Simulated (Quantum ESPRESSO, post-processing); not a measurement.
# Thickness dependence of 1T-SnS2, part 7 of 7

Aim: screening, gap and ionisation potential of 1T-SnS2 against the number of layers.

Quantum ESPRESSO 7.5; plane-wave DFT, PBE, GBRV ultrasoft pseudopotentials.

So far. Step 10 (Variable-cell relaxation, 2 layers):  The last row is no step: it is a fresh SCF in the final cell with a new plane-wave basis, +22 meV from the row before, a sign that the cell is biased by the basis (Pulay stress). Step 14 (Electrostatic potential, 2 layers): The slope in the vacuum is 0.100 eV/Å for an applied 0.10 V/Å, as it should be.

## (15) Band structure, 2 layers: no field

Contents of n2.f0.bands.in:

```
&control
  prefix = 'n2.f0.bands'
  outdir = './out'
  pseudo_dir = './pseudo'
  calculation = 'bands'
  tefield = .true.
  dipfield = .true.
/
&system
  ibrav = 0
  nat = 6
  ntyp = 2
  ecutwfc = 40
  ecutrho = 200
  occupations = 'smearing'
  smearing = 'fd'
  degauss = 0.004
  edir = 3
  emaxpos = 0.97
  eopreg = 0.04
  eamp = 0.0
  nbnd = 30
/
&electrons
  conv_thr = 1e-07
  mixing_beta = 0.4
  electron_maxstep = 120
  mixing_mode = 'local-TF'
/
ATOMIC_SPECIES
  S   32.0600  s_pbe_v1.4.uspp.F.UPF
  Sn  118.7100  sn_pbe_v1.4.uspp.F.UPF
CELL_PARAMETERS angstrom
  3.64801437900000 0.00000000000000 0.00000000000000
  -1.82400718900000 3.15927312500000 0.00000000000000
  0.00000000000000 0.00000000000000 23.93033368500000
ATOMIC_POSITIONS crystal
  S   0.666666666700 0.333333333300 0.314877673900
  Sn  0.000000000000 0.000000000000 0.377108841200
  S   0.333333333300 0.666666666700 0.439269992700
  S   0.666666666700 0.333333333300 0.560730007300
  Sn  0.000000000000 0.000000000000 0.622891158800
  S   0.333333333300 0.666666666700 0.685122326100
K_POINTS crystal_b
4
  0.0000000000 0.0000000000 0.0000000000 12
  0.5000000000 0.0000000000 0.0000000000 12
  0.3333333333 0.3333333333 0.0000000000 12
  0.0000000000 0.0000000000 0.0000000000 1
```

Launch:

```
$ cp -r out/n2.f0.save out/n2.f0.bands.save
$ cp out/n2.f0.xml out/n2.f0.bands.xml
$ OMP_NUM_THREADS=1 mpirun -n 4 pw.x -nk 4 -in n2.f0.bands.in > n2.f0.bands.out
```

The log of the run:

```text
[banner, memory and clock lines left out]
Program PWSCF v.7.5 starts

          URL

     Presently no symmetry can be used with electric field

     Atomic positions and unit cell read from directory:
     ./out/n2.f0.bands.save/

     G-vector sticks info

     bravais-lattice index     =            0
     lattice parameter (alat)  =       6.8937  a.u.
     unit-cell volume          =    1861.1830 (a.u.)^3
     number of atoms/cell      =            6
     number of atomic types    =            2
     number of electrons       =        52.00
     number of Kohn-Sham states=           30
     kinetic-energy cutoff     =      40.0000  Ry
     charge density cutoff     =     200.0000  Ry
     Exchange-correlation=  SLA  PW   PBX  PBC
                           (   1   4   3   4   0   0   0)

     celldm(1)=   6.893748  celldm(2)=   0.000000  celldm(3)=   0.000000
     celldm(4)=   0.000000  celldm(5)=   0.000000  celldm(6)=   0.000000

     crystal axes: (cart. coord. in units of alat)
               a(1) = (   1.000000   0.000000   0.000000 )
               a(2) = (  -0.500000   0.866025   0.000000 )
               a(3) = (   0.000000   0.000000   6.559824 )

     reciprocal axes: (cart. coord. in units 2 pi/alat)
               b(1) = (  1.000000  0.577350 -0.000000 )
               b(2) = (  0.000000  1.154701  0.000000 )
               b(3) = (  0.000000 -0.000000  0.152443 )

     PseudoPot. # 1 for S  read from file:
     ./pseudo/s_pbe_v1.4.uspp.F.UPF
     Pseudo is Ultrasoft + core correction, Zval =  6.0
     Generated by new atomic code, or converted to UPF format
     Using radial grid of  907 points,  6 beta functions with:
                l(1) =   0
                l(2) =   0
                l(3) =   1
                l(4) =   1
                l(5) =   2
                l(6) =   2
     Q(r) pseudized with  8 coefficients,  rinner =    1.300   1.300   1.300
                                                       1.300   1.300

     PseudoPot. # 2 for Sn read from file:
     ./pseudo/sn_pbe_v1.4.uspp.F.UPF
     Pseudo is Ultrasoft + core correction, Zval = 14.0
     Generated by new atomic code, or converted to UPF format
     Using radial grid of  891 points,  6 beta functions with:
                l(1) =   0
                l(2) =   0
                l(3) =   1
                l(4) =   1
                l(5) =   2
                l(6) =   2
     Q(r) pseudized with  8 coefficients,  rinner =    1.350   1.350   1.350
                                                       1.350   1.350

     atomic species   valence    mass     pseudopotential
     S                 6.00    32.06000     S ( 1.00)
     Sn               14.00   118.71000     Sn( 1.00)

     No symmetry found

   Cartesian axes

     site n.     atom                  positions (alat units)
         1        S      tau(   1) = (   0.5000000   0.2886751   2.0655422  )
         2        Sn     tau(   2) = (   0.0000000   0.0000000   2.4737678  )
         3        S      tau(   3) = (   0.0000000   0.5773503   2.8815340  )
         4        S      tau(   4) = (   0.5000000   0.2886751   3.6782904  )
         5        Sn     tau(   5) = (   0.0000000   0.0000000   4.0860566  )
         6        S      tau(   6) = (   0.0000000   0.5773503   4.4942821  )

     number of k points=    37  Fermi-Dirac smearing, width (Ry)=  0.0040
                       cart. coord. in units 2pi/alat
        k(    1) = (   0.0000000   0.0000000   0.0000000), wk =   0.0540541
        k(    2) = (   0.0416667   0.0240563   0.0000000), wk =   0.0540541
        k(    3) = (   0.0833333   0.0481125   0.0000000), wk =   0.0540541
        k(    4) = (   0.1250000   0.0721688   0.0000000), wk =   0.0540541
        k(    5) = (   0.1666667   0.0962250   0.0000000), wk =   0.0540541
        k(    6) = (   0.2083333   0.1202813   0.0000000), wk =   0.0540541
        k(    7) = (   0.2500000   0.1443376   0.0000000), wk =   0.0540541
        k(    8) = (   0.2916667   0.1683938   0.0000000), wk =   0.0540541
        k(    9) = (   0.3333333   0.1924501   0.0000000), wk =   0.0540541
        k(   10) = (   0.3750000   0.2165064   0.0000000), wk =   0.0540541
        k(   11) = (   0.4166667   0.2405626   0.0000000), wk =   0.0540541
        k(   12) = (   0.4583333   0.2646189   0.0000000), wk =   0.0540541
        k(   13) = (   0.5000000   0.2886751   0.0000000), wk =   0.0540541
        k(   14) = (   0.4861111   0.3127314   0.0000000), wk =   0.0540541
        k(   15) = (   0.4722222   0.3367877   0.0000000), wk =   0.0540541
        k(   16) = (   0.4583333   0.3608439   0.0000000), wk =   0.0540541
        k(   17) = (   0.4444444   0.3849002   0.0000000), wk =   0.0540541
        k(   18) = (   0.4305556   0.4089564   0.0000000), wk =   0.0540541
        k(   19) = (   0.4166667   0.4330127   0.0000000), wk =   0.0540541
        k(   20) = (   0.4027778   0.4570690   0.0000000), wk =   0.0540541
        k(   21) = (   0.3888889   0.4811252   0.0000000), wk =   0.0540541
        k(   22) = (   0.3750000   0.5051815   0.0000000), wk =   0.0540541
        k(   23) = (   0.3611111   0.5292377   0.0000000), wk =   0.0540541
        k(   24) = (   0.3472222   0.5532940   0.0000000), wk =   0.0540541
        k(   25) = (   0.3333333   0.5773503   0.0000000), wk =   0.0540541
        k(   26) = (   0.3055556   0.5292377   0.0000000), wk =   0.0540541
        k(   27) = (   0.2777778   0.4811252   0.0000000), wk =   0.0540541
        k(   28) = (   0.2500000   0.4330127   0.0000000), wk =   0.0540541
        k(   29) = (   0.2222222   0.3849002   0.0000000), wk =   0.0540541
        k(   30) = (   0.1944444   0.3367877   0.0000000), wk =   0.0540541
        k(   31) = (   0.1666667   0.2886751   0.0000000), wk =   0.0540541
        k(   32) = (   0.1388889   0.2405626   0.0000000), wk =   0.0540541
        k(   33) = (   0.1111111   0.1924501   0.0000000), wk =   0.0540541
        k(   34) = (   0.0833333   0.1443376   0.0000000), wk =   0.0540541
        k(   35) = (   0.0555556   0.0962250   0.0000000), wk =   0.0540541
        k(   36) = (   0.0277778   0.0481125   0.0000000), wk =   0.0540541
        k(   37) = (   0.0000000   0.0000000   0.0000000), wk =   0.0540541

     Dense  grid:    88847 G-vectors     FFT dimensions: (  32,  32, 216)

     Smooth grid:    63471 G-vectors     FFT dimensions: (  27,  27, 192)

     The potential is recalculated from file :
     ./out/n2.f0.bands.save/charge-density

     negative rho (up, down):  4.938E-05 0.000E+00

     Adding external electric field

     Computed dipole along edir(3) :
        Dipole                0.0000 Ry au,          0.0000 Debye
        Dipole field          0.0000 Ry au,

[...]
-0.6685  -0.4984   1.2912   1.4452   4.4652   4.5706

          k = 0.4722 0.3368 0.0000 (  7978 PWs)   bands (ev):

   -21.1464 -21.1462 -21.0433 -21.0432 -21.0391 -21.0391 -20.9750 -20.9749
   -20.9738 -20.9737 -11.9232 -11.8660 -11.3653 -11.3307  -7.0481  -6.9707
    -4.7575  -4.5170  -2.7193  -2.6771  -2.5415  -2.1918  -0.9967  -0.7777
    -0.7024  -0.5668   1.3915   1.5282   4.5916   4.6665

          k = 0.4583 0.3608 0.0000 (  7973 PWs)   bands (ev):

   -21.1436 -21.1434 -21.0417 -21.0417 -21.0417 -21.0416 -20.9766 -20.9766
   -20.9741 -20.9740 -11.8993 -11.8432 -11.3568 -11.3233  -7.0498  -6.9815
    -4.7230  -4.4820  -2.8578  -2.8130  -2.5749  -2.2481  -1.0133  -0.8200
    -0.7437  -0.6249   1.5426   1.6458   4.7860   4.8095

          k = 0.4444 0.3849 0.0000 (  7965 PWs)   bands (ev):

   -21.1398 -21.1396 -21.0452 -21.0452 -21.0394 -21.0394 -20.9789 -20.9788
   -20.9745 -20.9744 -11.8665 -11.8120 -11.3460 -11.3142  -7.0535  -6.9974
    -4.6750  -4.4334  -3.0431  -2.9714  -2.5983  -2.3411  -1.0337  -0.9402
    -0.7804  -0.6311   1.7252   1.7750   4.9749   5.0273

          k = 0.4306 0.4090 0.0000 (  7959 PWs)   bands (ev):

   -21.1351 -21.1350 -21.0496 -21.0495 -21.0366 -21.0365 -20.9816 -20.9816
   -20.9751 -20.9749 -11.8256 -11.7733 -11.3341 -11.3047  -7.0600  -7.0188
    -4.6140  -4.3715  -3.2428  -3.1364  -2.6312  -2.4710  -1.0867  -1.0525
    -0.8073  -0.6199   1.8946   1.9191   5.1337   5.2861

          k = 0.4167 0.4330 0.0000 (  7959 PWs)   bands (ev):

   -21.1298 -21.1296 -21.0547 -21.0547 -21.0332 -21.0331 -20.9848 -20.9848
   -20.9757 -20.9755 -11.7773 -11.7279 -11.3227 -11.2965  -7.0704  -7.0460
    -4.5406  -4.2968  -3.4376  -3.2949  -2.6862  -2.6321  -1.2213  -1.0656
    -0.8251  -0.6099   1.9889   2.1062   5.2643   5.5028

          k = 0.4028 0.4571 0.0000 (  7971 PWs)   bands (ev):

   -21.1239 -21.1238 -21.0604 -21.0604 -21.0293 -21.0293 -20.9882 -20.9882
   -20.9764 -20.9762 -11.7229 -11.6770 -11.3137 -11.2915  -7.0852  -7.0781
    -4.4556  -4.2101  -3.6147  -3.4371  -2.8147  -2.7720  -1.3225  -1.0741
    -0.8345  -0.6061   2.0511   2.2718   5.3624   5.5588

          k = 0.3889 0.4811 0.0000 (  7961 PWs)   bands (ev):

   -21.1177 -21.1175 -21.0666 -21.0666 -21.0250 -21.0250 -20.9919 -20.9919
   -20.9771 -20.9770 -11.6637 -11.6222 -11.3095 -11.2922  -7.1135  -7.1041
    -4.3606  -4.1126  -3.7651  -3.5557  -3.0075  -2.8900  -1.3801  -1.0847
    -0.8340  -0.6100   2.0830   2.4059   5.4327   5.5072

          k = 0.3750 0.5052 0.0000 (  7967 PWs)   bands (ev):

   -21.1113 -21.1111 -21.0731 -21.0730 -21.0204 -21.0204 -20.9958 -20.9958
   -20.9778 -20.9777 -11.6012 -11.5650 -11.3126 -11.3014  -7.1492  -7.1256
    -4.2583  -4.0066  -3.8829  -3.6465  -3.1988  -3.0320  -1.3947  -1.1059
    -0.8206  -0.6227   2.0920   2.5035   5.4555   5.4782

          k = 0.3611 0.5292 0.0000 (  7965 PWs)   bands (ev):

   -21.1048 -21.1047 -21.0797 -21.0796 -21.0158 -21.0158 -20.9997 -20.9997
   -20.9785 -20.9784 -11.5374 -11.5077 -11.3256 -11.3215  -7.1810  -7.1467
    -4.1545  -3.9666  -3.8952  -3.7076  -3.3752  -3.1820  -1.3739  -1.1427
    -0.7940  -0.6446   2.0881   2.5654   5.4299   5.4987

          k = 0.3472 0.5533 0.0000 (  7953 PWs)   bands (ev):

   -21.0985 -21.0984 -21.0861 -21.0860 -21.0113 -21.0113 -21.0036 -21.0035
   -20.9790 -20.9789 -11.4748 -11.4533 -11.3543 -11.3508  -7.2038  -7.1631
    -4.0646  -4.0130  -3.7951  -3.7399  -3.5149  -3.3146  -1.3267  -1.1955
    -0.7574  -0.6758   2.0807   2.5967   5.4339   5.4933

          k = 0.3333 0.5774 0.0000 (  7953 PWs)   bands (ev):

   -21.0925 -21.0925 -21.0921 -21.0920 -21.0073 -21.0073 -21.0073 -21.0073
   -20.9792 -20.9791 -11.4243 -11.4243 -11.3816 -11.3815  -7.2125  -7.1698
    -4.0261  -4.0261  -3.7480  -3.7480  -3.5731  -3.3759  -1.2616  -1.2616
    -0.7154  -0.7154   2.0771   2.6052   5.4636   5.4636

          k = 0.3056 0.5292 0.0000 (  7957 PWs)   bands (ev):

   -21.1033 -21.1031 -21.0810 -21.0809 -21.0142 -21.0142 -21.0020 -21.0020
   -20.9781 -20.9780 -11.5665 -11.5337 -11.3087 -11.3005  -7.1703  -7.1340
    -4.1406  -3.9820  -3.8653  -3.6991  -3.4000  -3.1878  -1.4159  -1.1114
    -0.8053  -0.6322   2.0973   2.5866   5.3558   5.5673

          k = 0.2778 0.4811 0.0000 (  7959 PWs)   bands (ev):

   -21.1113 -21.1112 -21.0711 -21.0710 -21.0198 -21.0198 -21.0009 -21.0009
   -20.9754 -20.9753 -11.7878 -11.7366 -11.2635 -11.2289  -7.0339  -7.0111
    -4.2530  -4.0546  -3.7731  -3.5913  -3.0875  -2.8660  -1.5605  -1.0534
    -0.8036  -0.5729   2.1605   2.5596   5.2426   5.6381

          k = 0.2500 0.4330 0.0000 (  7989 PWs)   bands (ev):

   -21.1158 -21.1156 -21.0631 -21.0630 -21.0239 -21.0238 -21.0026 -21.0025
   -20.9736 -20.9735 -12.0593 -11.9934 -11.2683 -11.2042  -6.8076  -6.7967
    -4.2484  -4.0791  -3.5523  -3.4724  -2.7406  -2.5140  -1.6392  -1.1368
    -0.6582  -0.5561   2.2568   2.5456   5.1822   5.5785

          k = 0.2222 0.3849 0.0000 (  7967 PWs)   bands (ev):

   -21.1164 -21.1163 -21.0570 -21.0570 -21.0261 -21.0261 -21.0051 -21.0051
   -20.9748 -20.9747 -12.3567 -12.2800 -11.3252 -11.2314  -6.5162  -6.5070
    -4.1089  -3.9702  -3.3742  -3.3004  -2.3885  -2.1569  -1.6039  -1.2021
    -0.5878  -0.5122   2.3717   2.5486   5.1940   5.4814

          k = 0.1944 0.3368 0.0000 (  7951 PWs)   bands (ev):

   -21.1134 -21.1133 -21.0534 -21.0533 -21.0264 -21.0264 -21.0076 -21.0076
   -20.9794 -20.9793 -12.6571 -12.5731 -11.4260 -11.3051  -6.2006  -6.1723
    -3.8426  -3.7261  -3.2810  -3.0478  -2.0522  -1.8132  -1.4486  -1.1875
    -0.6588  -0.4057   2.4947   2.5692   5.2495   5.4165

          k = 0.1667 0.2887 0.0000 (  7945 PWs)   bands (ev):

   -21.1076 -21.1075 -21.0523 -21.0522 -21.0250 -21.0249 -21.0097 -21.0096
   -20.9869 -20.9868 -12.9421 -12.8533 -11.5560 -11.4125  -5.9138  -5.8314
    -3.4772  -3.3604  -3.1192  -2.8003  -1.7541  -1.4985  -1.2176  -1.0753
    -0.7433  -0.3478   2.6109   2.6202   5.2622   5.3635

          k = 0.1389 0.2406 0.0000 (  7935 PWs)   bands (ev):

   -21.1000 -21.0999 -21.0537 -21.0537 -21.0219 -21.0218 -21.0117 -21.0116
   -20.9952 -20.9952 -13.1986 -13.1067 -11.6980 -11.5369  -5.7056  -5.5277
    -3.0638  -2.8956  -2.7946  -2.5300  -1.5277  -1.2207  -0.9810  -0.8946
    -0.7861  -0.3330   2.6772   2.7359   5.1301   5.2216

          k = 0.1111 0.1925 0.0000 (  7921 PWs)   bands (ev):

   -21.0918 -21.0918 -21.0575 -21.0574 -21.0177 -21.0176 -21.0153 -21.0151
   -21.0015 -21.0014 -13.4174 -13.3236 -11.8360 -11.6619  -5.5931  -5.2953
    -2.6132  -2.3616  -2.3084  -2.1967  -1.4141  -0.9851  -0.8434  -0.7036
    -0.6742  -0.3449   2.7586   2.7974   4.8695   4.9265

          k = 0.0833 0.1443 0.0000 (  7877 PWs)   bands (ev):

   -21.0844 -21.0844 -21.0626 -21.0626 -21.0209 -21.0208 -21.0129 -21.0129
   -21.0038 -21.0038 -13.5925 -13.4974 -11.9566 -11.7734  -5.5531  -5.1442
    -2.1120  -1.8199  -1.7779  -1.7699  -1.3723  -0.8017  -0.7335  -0.5580
    -0.5080  -0.3555   2.7189   2.8167   4.5387   4.5461

          k = 0.0556 0.0962 0.0000 (  7861 PWs)   bands (ev):

   -21.0786 -21.0785 -21.0681 -21.0680 -21.0260 -21.0259 -21.0085 -21.0085
   -21.0043 -21.0043 -13.7198 -13.6240 -12.0498 -11.8606  -5.5506  -5.0600
    -1.7176  -1.3736  -1.3696  -1.2478  -1.1492  -0.6808  -0.6056  -0.4949
    -0.3965  -0.3342   2.4642   2.7945   4.1235   4.1513

          k = 0.0278 0.0481 0.0000 (  7839 PWs)   bands (ev):

   -21.0749 -21.0749 -21.0721 -21.0721 -21.0292 -21.0290 -21.0054 -21.0054
   -21.0043 -21.0043 -13.7971 -13.7008 -12.1084 -11.9159  -5.5587  -5.0204
    -1.6436  -0.9899  -0.9570  -0.8516  -0.8509  -0.6420  -0.4548  -0.4496
    -0.3593  -0.3180   2.1537   2.6968   3.7569   3.7911

          k = 0.0000 0.0000 0.0000 (  7837 PWs)   bands (ev):

   -21.0737 -21.0737 -21.0736 -21.0736 -21.0303 -21.0301 -21.0043 -21.0043
   -21.0043 -21.0043 -13.8230 -13.7266 -12.1284 -11.9348  -5.5629  -5.0092
    -1.6419  -0.7754  -0.7754  -0.7207  -0.7207  -0.6908  -0.4009  -0.4009
    -0.3326  -0.3326   2.0066   2.6373   3.6061   3.6364

     XML data file, pseudopotentials, collected wavefunctions

                                        0.00s GPU  (     497 calls)
```

Run time: 45 s. Hardware: 4 MPI ranks of Arm Neoverse V2, shared host; peak memory 0.42 GiB; 3 min of CPU time.

Read from the output:

```
dipole along the normal              : 0 e·Å
valence top, on the run's zero       : -0.2337 eV
conduction bottom, on the run's zero : 1.256 eV
gap by band count                    : 1.490 eV
```

Band numbers count within the set of bands kept for display. The electronic bands at the labelled points (eV, zero at the highest filled level of the SCF mesh; v1 is the highest filled band, c1 the lowest empty one):

```
point     v4     v3     v2     v1    c1    c2    c3    c4
    Γ  -0.17  -0.17  -0.10  -0.10  2.24  2.87  3.84  3.87
    M  -0.75  -0.56  -0.42  -0.24  1.49  1.65  4.66  4.77
    K  -1.03  -1.03  -0.48  -0.48  2.31  2.84  5.70  5.70
    Γ  -0.17  -0.17  -0.10  -0.10  2.24  2.87  3.84  3.87
```

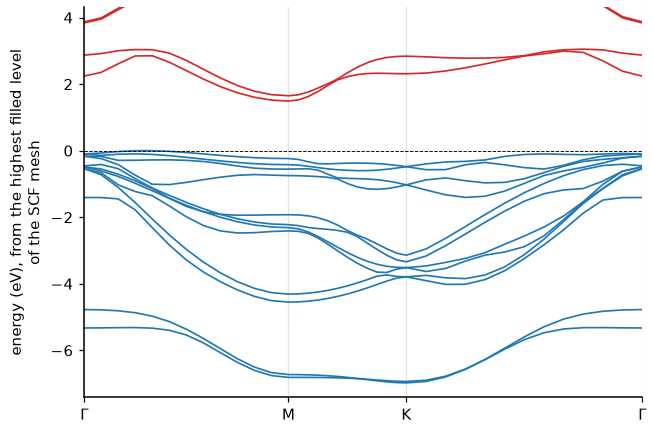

Electronic bands along the path; lines of filled and empty bands in two colours.

Along this path the valence top lies between Γ and M and the conduction bottom at M.

## (16) Polarisability from the dipole between 0 and 0.1 V/A, 2 layers

This step gave:

- polarisability a cell: 8.955 Å³
- sheet polarisability 4πα/A: 9.764 Å

Table of change of the potential energy, second field less first by z:

```
z (Å)  change of the potential energy, second field less first (eV)
  0.0                                                        -0.354
  2.5                                                        -0.458
  5.0                                                        -0.209
  7.5                                                       -0.0557
 10.0                                                       -0.0397
 12.5                                                        0.0211
 15.0                                                        0.0476
 17.5                                                        0.0875
 20.0                                                         0.316
 22.5                                                         0.566
```

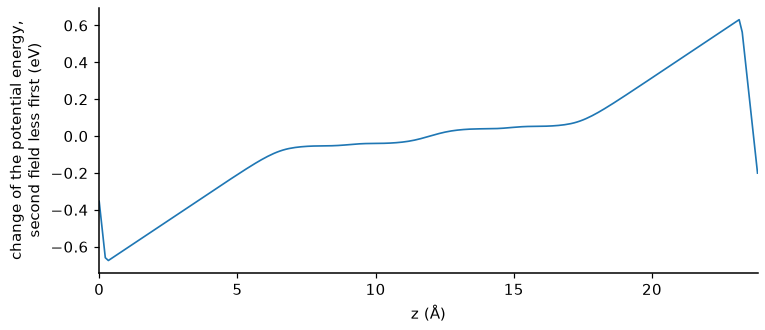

Change of the potential energy, second field less first, plotted against z.

## (17) The series side by side

All levels:

```
   level  sheet polarisability (Å)  gap without a field (eV)  vacuum over the valence top of the mesh (eV)  CPU time (s)
 1 layer                     4.797                     1.551                                         6.728         322.1
2 layers                     9.764                      1.49                                         6.699          1009
```

## (18) By hand

From 1 to 2 layers, over the growth of the distance between the outermost mean planes: (9.764 − 4.797) Å / 5.883 Å = 0.844 = 1 − 1/ε, so ε = 6.4.

## (19) Summary of results

| Item | Value |
| --- | --- |
| 4πα/A of 1 layer | 4.80 Å |
| gap along the path, 1 layer | 1.55 eV |
| Kohn-Sham ionisation potential, 1 layer | 6.72 eV |
| 4πα/A of 2 layers | 9.76 Å |
| gap along the path, 2 layers | 1.49 eV |
| Kohn-Sham ionisation potential, 2 layers | 6.70 eV |

The sheet polarisability 4πα/A grows as 4.80 and 9.76 Å for 1 and 2 layers (PBE, GBRV ultrasoft). The last layer adds 5.88 Å between the outermost mean planes and 4.97 Å of 4πα/A; 1 − 1/ε = 0.844 gives ε = 6.4 along the normal for the stacked crystal at this spacing. The gap runs 1.55 and 1.49 eV. Relaxed under PBE-D3(BJ), the lattice constant goes from 3.645 to 3.648 Å. For one layer the induced dipoles at +0.1 and −0.1 V/Å differ in size by 0.1 %, which is SCF noise. The nearest atoms of neighbouring layers lie 3.59 Å apart. With 1 − 1/ε so near one, ε is touchy: 0.1 Å more spacing would give ε = 5.9. One stacking was chosen. The ions are clamped in the field. Semilocal gaps are too small and shrink less with thickness than quasiparticle gaps, which also feel the screening by neighbours. Spin-orbit coupling is left out; depending on the atoms that carry the levels of interest, it can split and shift them by tens to hundreds of meV.

[Logs are printed without paths, hosts, clocks, repeated set-up lines and the standing remarks that a program may print on its own settings, such as how far it seeks lower states.]

[Hosts, paths, dates, database ids (printed as entryN), source tags and the programs' standing remarks are cut or masked in the printed files.]

[Maps of the electrostatic potential energy from Ansatz leave out the sawtooth potential of an applied field or a dipole correction, so their vacuum need not be flat; planar profiles and work functions include it.]
